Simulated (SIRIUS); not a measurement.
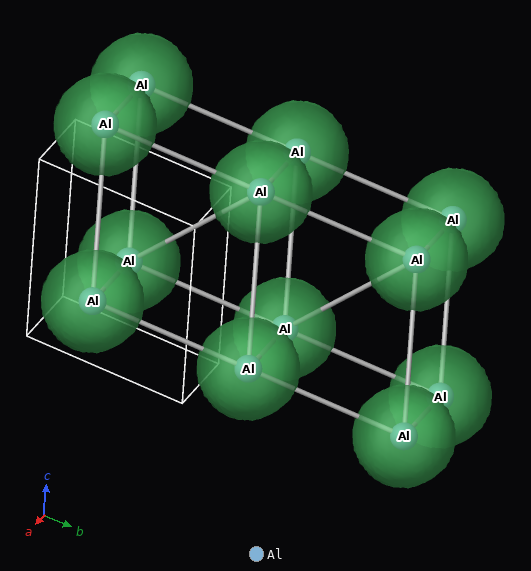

*Al. Isosurface of the electron density at 0.3 e/Å³ (green), seen slightly off an axis. Sticks mark near contacts.*

Space group P-1; a structure from a database of computed crystals, not necessarily the ambient phase.

All numbers below come from SIRIUS, Kohn-Sham DFT of a periodic cell, PBE, all-electron FP-LAPW.

The calculation treats all electrons.

> How is the density connected at this value?

At this value the density breaks into separate islands. It bridges none of the near contacts. It is pinched off along the sampled Al–Al (2.69 Å), Al–Al (2.75 Å) and Al–Al (2.81 Å) contacts. On the grid the lowest density along these lines, outside the cores, is 0.24 e/Å³ (Al–Al, 2.69 Å), 0.22 e/Å³ (Al–Al, 2.75 Å) and 0.2 e/Å³ (Al–Al, 2.81 Å).
